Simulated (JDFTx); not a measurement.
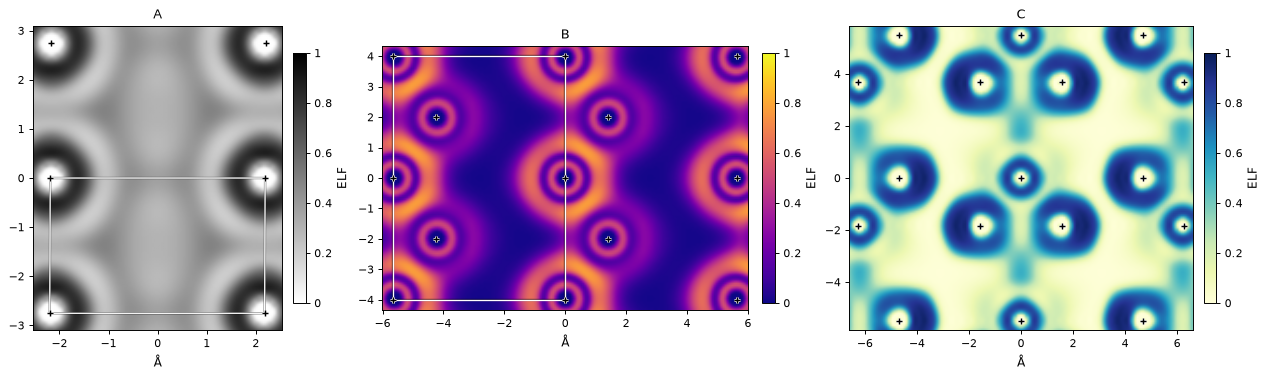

The electron localisation function of 3 systems, each on a plane through atoms (crosses mark nuclei in the plane).

The calculation used JDFTx, Kohn-Sham DFT of a periodic cell, PBEsol, PseudoDojo-SR-PBEsol-0.4.1-standard.

System 1: Mo, the (100) plane of the standardised cell. Space group P-1; a structure from a database of computed crystals, not necessarily the ambient phase; changed on purpose from its base cell (cell strained at random at fixed volume); computed pressure about −9 GPa in this cell.

System 2: GaAs, the (101) plane of the conventional cell. Space group F-43m.

```xyz
8
Lattice="5.6537 0.0000 0.0000 0.0000 0.0000 -5.6537 0.0000 5.6537 0.0000" Properties=species:S:1:pos:R:3 pbc="T T T"
As    4.2403    1.4134   -4.2403
As    1.4134    4.2403   -4.2403
As    1.4134    1.4134   -1.4134
As    4.2403    4.2403   -1.4134
Ga    2.8268    0.0000   -2.8268
Ga    0.0000    2.8268   -2.8268
Ga    0.0000    0.0000    0.0000
Ga    2.8268    2.8268    0.0000
```

System 3: WS₂, the (110) plane of the conventional cell. Space group P6₃/mmc; computed pressure about −3 GPa in this cell.

Question: Match each panel to its system.

Answer: Panel A is system 1, Mo: the plane holds Mo. Mo–Mo (2.75 Å): the ELF is about 0.30 at the midpoint. Panel B is system 2, GaAs: the plane holds As and Ga. Ga–As (2.45 Å): the ELF peaks at about 0.75 between the atoms; a shared electron pair. Panel C is system 3, WS₂: the plane holds W and S. W–S (2.41 Å): the ELF peaks at about 0.85 in the valence shell of S, 0.8 Å from its nucleus, and is about 0.50 at the midpoint.
